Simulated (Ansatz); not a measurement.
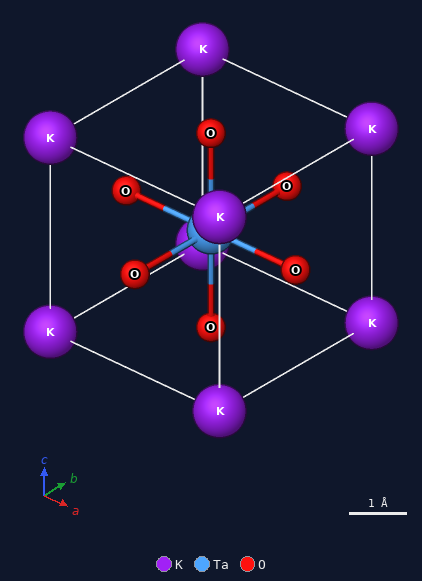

Phonons of solid KTaO3 (a generated structure), space group Pm-3m (No. 221), at the zone centre. A ball-and-stick model of the cell of the calculation, seen from a free direction. Only the shorter bonds are drawn.

The calculation used Ansatz 0.2.0, DFT PBE, scalar-relativistic, plane waves, PAW.

Input file:
```yaml
crystal:
  lattice:
    - [4.0244193478, 0.0, 0.0]
    - [0.0, 4.0244193478, 0.0]
    - [0.0, 0.0, 4.0244193478]
  atoms:
    - { symbol: K, position: [0.0, 0.0, 0.0] }
    - { symbol: Ta, position: [0.5, 0.5, 0.5] }
    - { symbol: O, position: [0.5, 0.0, 0.5] }
    - { symbol: O, position: [0.5, 0.5, 0.0] }
    - { symbol: O, position: [0.0, 0.5, 0.5] }
basis:
  ecutwfc: 420
kpoints:
  mp_grid: { grid: [8, 8, 8] }
hamiltonian:
  xc: pbe
scf:
  occupations: { method: fixed }
output:
  eigenvalues: true
phonons:
  method: dfpt
  dielectric: true
  rigid_motions: translations
  eigenvectors: true
  qmesh: [2, 2, 2]
  temperatures: { t_max: 1000, t_step: 100 }
  qpath:
    path:
      - [[0.0, 0.0, 0.0], [0.0, 0.5, 0.0], [0.5, 0.5, 0.0], [0.0, 0.0, 0.0], [0.5, 0.5, 0.5], [0.0, 0.5, 0.0]]
      - [[0.5, 0.5, 0.5], [0.5, 0.5, 0.0]]
    npoints: 8
```

Command:
```bash
ansatz run input.yaml --threads 1 --pin off --max-ram 2560MiB --backend cpu --events-out ev --progress --plain --runs-dir out
```

Frequencies are those without the non-analytic (LO–TO) term.

Q: Which optical modes does it have, at what frequencies, and is it stable there?

A: The calculation's cell holds 5 atoms, so there are 12 optical modes, in 4 levels. The optical modes span 3T₁u + T₂u. One level is unstable (imaginary frequency).

| level | symmetry | frequency (cm⁻¹) | activity |
| --- | --- | --- | --- |
| 1 | T₁u | 81i | infrared-active |
| 2 | T₁u | 178 | infrared-active |
| 3 | T₂u | 264 | silent |
| 4 | T₁u | 503 | infrared-active |

The modes drawn as arrows (one member of each degenerate set):

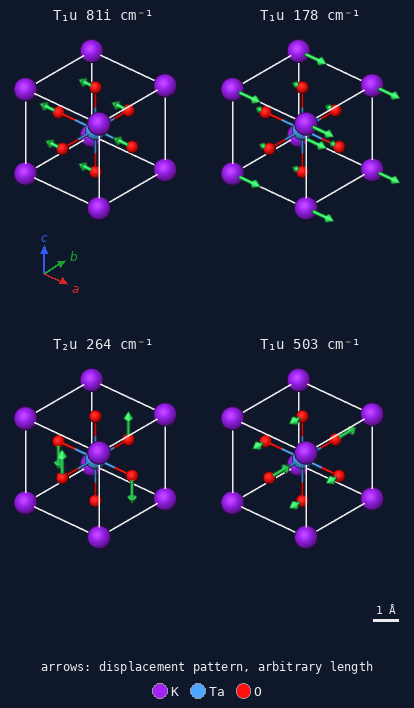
